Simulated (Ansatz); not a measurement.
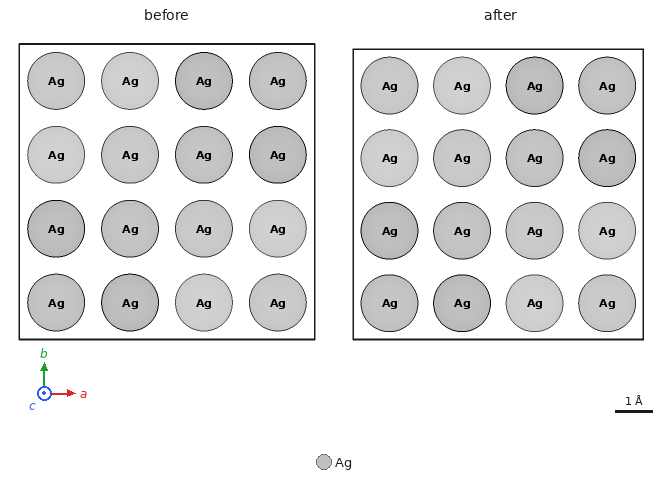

The structure of solid Ag (set up in Fd-3m) before (left) and after (right) a relaxation, at one scale.

Style: spheres-only. Shown: the conventional cell (4 times the calculation's cell), along the c axis. Lengths and directions refer to the drawn axes.

Case: 2 of 2 Na taken out, relaxed.

Method: Ansatz 0.2.0, DFT PBE, scalar-relativistic, plane waves, PAW. Settings: plane-wave cutoff 420 eV; k-point mesh 8 × 8 × 8; occupations gaussian; smearing width 0.1 eV; no spin polarisation; cell and atoms relaxed; force threshold 0.02 eV/Å; at most 60 steps.

> Describe what moved and what it gained.

The atoms keep their places relative to the cell (all moves are under 0.005 Å). The volume changes by −5.3 %, with a = b = c 8.022 → 7.876 Å (−1.8 %). Among the contacts that change: Ag–Ag 2.836 → 2.785 Å. The space group stays Fd-3m (No. 227). The energy falls by 10.5 meV per atom in 2 accepted moves (3 points after the start). All forces vanish by symmetry, so only the cell relaxes. The pressure goes from −1.81 to −0.05 GPa. The SCF was repeated once at an unchanged geometry on a basis and grid sized afresh for the cell, which shifted the energy by 0.5 meV per atom at most. The run took 23 s on 2 threads of Arm Neoverse V1, on a shared host, peak memory 0.46 GiB.
